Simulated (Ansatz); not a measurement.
Run report: Mo, single-point calculation

System: Mo (P-1, 2 atoms in the cell).
Method: DFT with PBE, PAW plane waves, no spin polarisation (Ansatz 0.2.0).

The structure is a deliberately distorted cell. Figures and captions count atoms from 1; the log counts them from 0 in places.

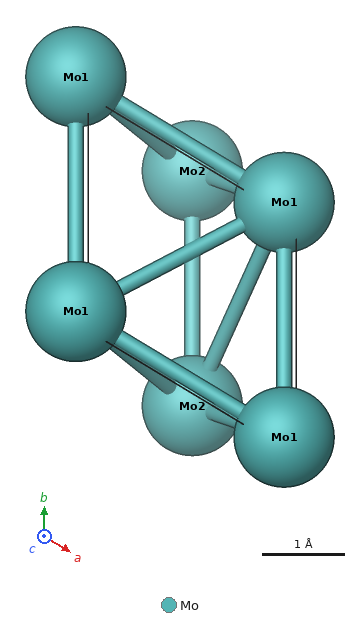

Figure 1. The input geometry (ball-and-stick view of the cell of the calculation, set on other vectors, along the c axis; atoms are numbered from 1 in the order of the input).

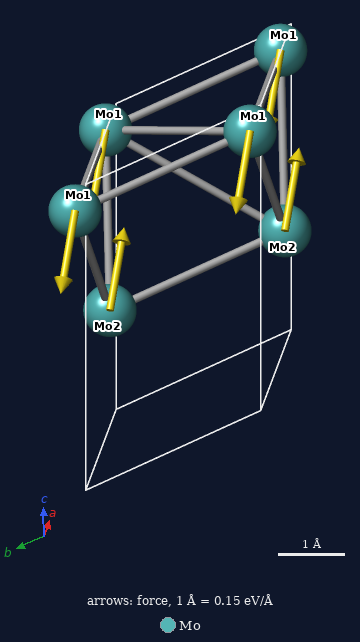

Figure 2. Forces on the atoms as yellow arrows (ball-and-stick view of the cell of the calculation, set on other vectors, seen at an oblique angle; atoms are numbered from 1 in the order of the input). The largest act on Mo1, Mo2 (0.20 eV/Å). The geometry is not a stationary point of this energy.

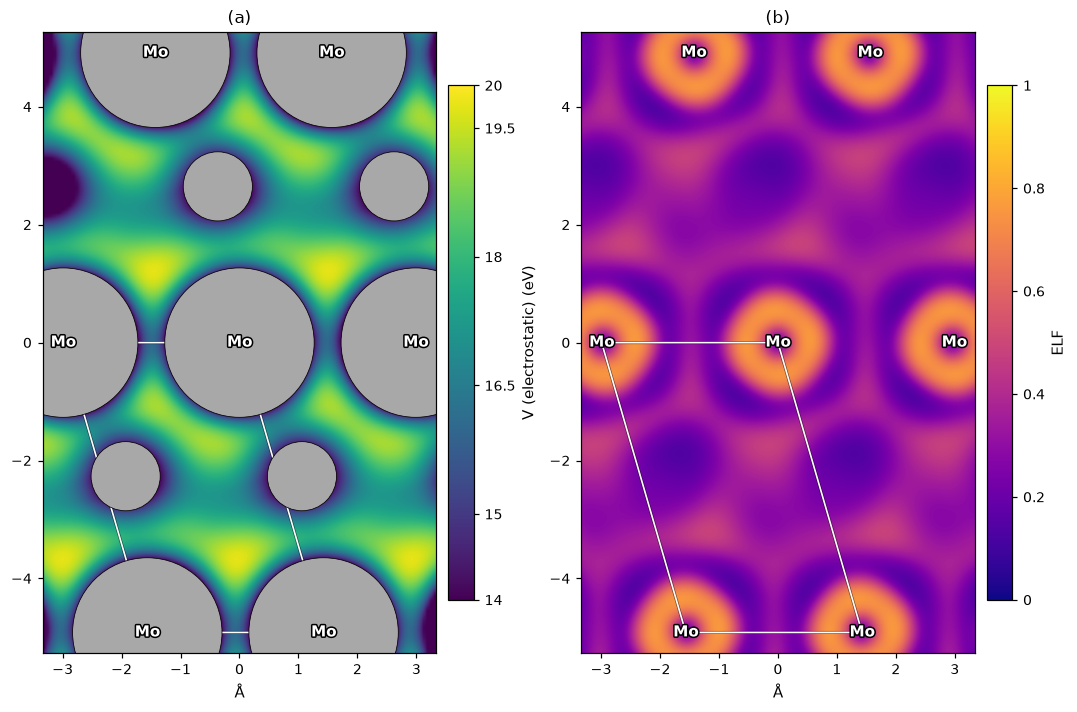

Figure 3. (a) electrostatic potential (local pseudopotential plus Hartree) felt by an electron; (b) electron localisation function on the (100) plane of the conventional cell. Grey discs, where drawn, cover atomic cores. The section cuts through Mo sites. Mo–Mo (2.99 Å): the ELF is about 0.30 at the midpoint; no shared electron pair. The strong features right at Mo lie inside the PAW spheres (semicore, d or f shells) and say nothing about bonding. Outside the cores the potential energy rises away from the atoms and is highest about 1.8 Å from the nearest atoms; outside the discs it spans about 6 eV, and its zero is arbitrary. Core electrons are frozen (PAW), so the fields are smoothed inside the atomic spheres.

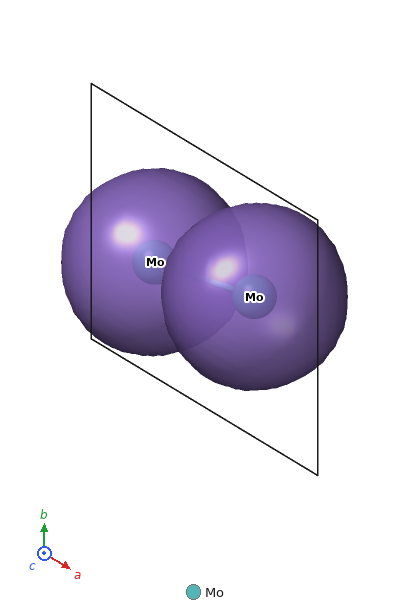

Figure 4. Isosurface of the valence electron density at 0.5 e/Å³ (purple), seen along the c axis. Sticks mark near contacts. The outline is the cell set on symmetry axes. At this value the density breaks into separate islands; it holds about 75 % of the electrons treated as valence (semicore included). It is pinched off along the Mo–Mo (2.74 Å), Mo–Mo (2.88 Å), Mo–Mo (2.98 Å) and Mo–Mo (3.08 Å) contacts. On the grid the lowest density along these lines, outside the cores, is 0.39 e/Å³ (Mo–Mo, 2.74 Å), 0.3 e/Å³ (Mo–Mo, 2.88 Å), 0.26 e/Å³ (Mo–Mo, 2.98 Å) and 0.23 e/Å³ (Mo–Mo, 3.08 Å).

The input and output of the run follow.

## The input
```yaml
crystal:
  lattice:
    - [-2.122493, 4.226707, 2.060228]
    - [2.122937, -0.022448, 2.105567]
    - [2.102952, 2.104814, -0.002462]
  atoms:
    - { symbol: Mo, position: [0.941854, 0.891744, 0.999345] }
    - { symbol: Mo, position: [0.442292, 0.493763, 0.058031] }
kpoints:
  mp_grid: { grid: [4, 7, 7], shift: [0.5, 0.0, 0.0] }
magnetization:
  spin_polarized: false
scf:
  occupations: { method: gaussian, width: 0.0493 }
hamiltonian:
  pseudopotentials: { kind: paw }
  xc: pbe
basis:
  ecutwfc: 420
output:
  forces: true
  stress: true
  eigenvalues: true
  write_density: true
  write_potential: true
  elf: true
  volumetric_format: npy
```

Command:
```bash
ansatz run input.yaml --threads 1 --pin off --max-ram 2560MiB --backend cpu --events-out ev --progress --plain --runs-dir out
```

## Log
```
Engine: ansatz 0.2.0, x86_64-unknown-linux-gnu
Pseudopotentials: kind: paw
Pseudopotential: Mo, paw, valence charge 14, recommended cutoff 420 eV (normal), Mo.paw.azcp
Functional definition: PBE
  parameter kappa = 0.804
  parameter beta = 0.06672455060314922
  exchange = pbe_x(kappa = kappa, mu = beta*pi^2/3)
  correlation = pbe_c(beta = beta)
Crystal: 2 atoms, lattice volume = 37.447 Å³
Basis set: ecut = 420 eV, 705 PW (Γ), exchange–correlation on 72×40×40 points (8 copies of the dense FFT grid, shifted against one another)
Bands: 18, of which v1, the nominal top of the filled ones, is band 14 counted from 1 (13 counted from 0)
Symmetry: 2 space group operations
Space group: P-1 (ITA 2), of the structure as read, at distance tolerance 3.3e-5 Å
k-points: 98 of 196
Non-local potential: Mo, projectors of the file, l = 0: 3, l = 1: 2, l = 2: 2, l = 3: 1
PAW form: soft (Blöchl's): semilocal exchange-correlation on the pseudo side does not see the compensation charge
PAW one-centre angular grid: Mo, 590 points (default); XC on 64 Gauss nodes
Initial density: superposition of atomic densities (neutral atoms: chi_scale 0, normalization atom), corrected by the library's trained network
Initial wavefunctions: pseudopotential atomic-orbital guess
Functional: x = pbe(κ = 0.804, μ = 0.2195149727645171), c = pbe(β = 0.06672455060314922)
SCF iter   1: F=—  HF=-9910.712031 eV  |F-HF|=—  |Δ(HF+E_count)|=         —  Δρ=5.15e-3  dr2=6.63e-3  ethr=1.77e-3  ⟨swp⟩=5.3  Hψ=7872  notcnv=0
preconditioner: auto → Kerker (q_TF=auto, 2.599 Å⁻¹)  [metal: Δε(μ)=0.008 eV  Ē_g=3.654 eV  σ=0.049 eV  W_gap=0.09  n_scr=16 (ndim 8)  ℏωp=21.0 eV  f_vac=0.000  D(μ)=3.78/eV (n_scr^D=48)]
SCF iter   2: F=—  HF=-9910.711862 eV  |F-HF|=—  |Δ(HF+E_count)|=   1.69e-4  Δρ=2.93e-3  dr2=2.23e-3  ethr=2.37e-5  ⟨swp⟩=1.4  Hψ=2748  notcnv=0
SCF iter   3: F=—  HF=-9910.711742 eV  |F-HF|=—  |Δ(HF+E_count)|=   1.20e-4  Δρ=3.60e-4  dr2=3.31e-5  ethr=7.98e-6  ⟨swp⟩=2.0  Hψ=2358  notcnv=0
SCF iter   4: F=—  HF=-9910.711739 eV  |F-HF|=—  |Δ(HF+E_count)|=   3.49e-6  Δρ=8.16e-5  dr2=1.79e-6  ethr=1.18e-7  ⟨swp⟩=2.4  Hψ=3135  notcnv=0
SCF iter   5: F=—  HF=-9910.711739 eV  |F-HF|=—  |Δ(HF+E_count)|=   3.36e-7  Δρ=2.28e-5  dr2=1.12e-7  ethr=6.41e-9  ⟨swp⟩=2.9  Hψ=3086  notcnv=0
SCF iter   6: F=-9910.711739 eV  HF=-9910.711739 eV  |F-HF|=9.62e-10  |Δ(HF+E_count)|=   9.52e-9  Δρ=3.61e-6  dr2=4.19e-9  ethr=3.57e-10  ⟨swp⟩=7.2  Hψ=9540  notcnv=0
SCF 1 converged in 6 iterations: F = -9910.711739 eV  dr2 = 4.19e-9
  greatest PAW one-centre occupation: 0.998 electrons in one spin orbital (limit 2), on the Mo atom at site 1 (counted from 0), in its partial waves of l = 0
SCF converged after 6 iterations
Free energy (F): -9910.711739 eV
Harris-Foulkes:  -9910.711739 eV  (|F-HF|=9.62e-10)
Internal energy: -9910.707087 eV  (E = F + TS)
E sigma→0 (E₀):  -9910.709413 eV
Entropy (-TS):   -0.004652 eV (-2.326 meV/atom)
Fermi energy:    16.749919 eV
--- Per-component energies (eV) ---
  E_band       = -216.507724
  E_kinetic    = 870.566817
  E_local      = -1839.196127  (includes V_loc(G=0)·N_el)
  E_nonlocal   = 285.395507
  E_hartree    = 602.643132
  E_xc         = -362.353080
  E_vxc        = -451.754335  (∫ρ·V_xc dr)
  E_paw        = -6401.771346  (= ΣΔE_a)
  E_vpaw       = -286.807539  (= ΣTr[D̂ρ^β])
  E_aug_tail   = 0.000086  (compensation charges beyond the density's cutoff)
  E_ewald      = -3065.992075
  E_smearing   = -0.004652  (= −TS)
  E_closure    = 0.000000  (closes the sum)
  Σ components = -9910.711739   (vs F -9910.711739, Δ=0.00e0)
--- Forces (eV/Å), atoms counted from 1 ---
  atom   1  Mo    -0.04090315    -0.14950978    -0.12768831
  atom   2  Mo     0.04090315     0.14950978     0.12768831
  max |Σ_I F_I| component: 0.00e0 eV/Å
--- Stress (GPa, compression-positive) ---
      -30.224970      -0.380464      -0.946982
       -0.380464     -22.560908      -1.946101
       -0.946981      -1.946101     -25.091236
  P = ⅓ Tr σ = -25.9590 GPa (-259.590 kbar)
--- Band table (eV; the first three rows and the last of 98) ---
  k-point 0: bands = ["-44.1539", "-44.0265", "-18.5489", "-17.8632", "-17.8402", "-17.8052", "-17.7493", "-17.6771", "10.6052", "12.8576", "15.7080", "15.9927", "16.2453", "16.2963", "16.5129", "17.5195", "18.0499", "18.0890"]
  k-point 1: bands = ["-44.1392", "-44.0128", "-18.5314", "-17.9436", "-17.8954", "-17.8656", "-17.8222", "-17.6734", "11.0792", "13.3932", "15.4316", "15.7248", "16.0855", "16.6522", "16.6813", "16.7616", "17.8156", "18.2097"]
  k-point 2: bands = ["-44.0938", "-43.9942", "-18.4420", "-18.1762", "-18.1211", "-17.9643", "-17.8675", "-17.7085", "12.4166", "13.8240", "14.3909", "15.4021", "15.7628", "16.4254", "17.0232", "17.9949", "18.3393", "18.6565"]
  k-point 97: bands = ["-44.0962", "-44.0562", "-18.2851", "-18.0739", "-17.9430", "-17.8790", "-17.7898", "-17.7749", "12.3061", "13.0329", "14.9129", "15.0448", "16.0680", "16.5982", "16.7006", "17.0276", "17.5023", "18.0576"]
```

## Results in brief

| quantity | value |
| --- | --- |
| outcome | converged |
| space group (tolerance 0.01 Å) | P-1 (2) |
| electrons treated | 28 |
| free energy | −9910.7117 eV |
| Fermi energy | 16.750 eV |
| pressure | −25.96 GPa |
| largest force (length of the vector) | 0.201 eV/Å |
| hardware | 1 thread of an x86-64 CPU, shared host |
| wall time | 4.2 s |
| peak memory | 0.39 GiB |

## Notes

The cell is under a tension of 26 GPa at this level, so it is not at its equilibrium volume.
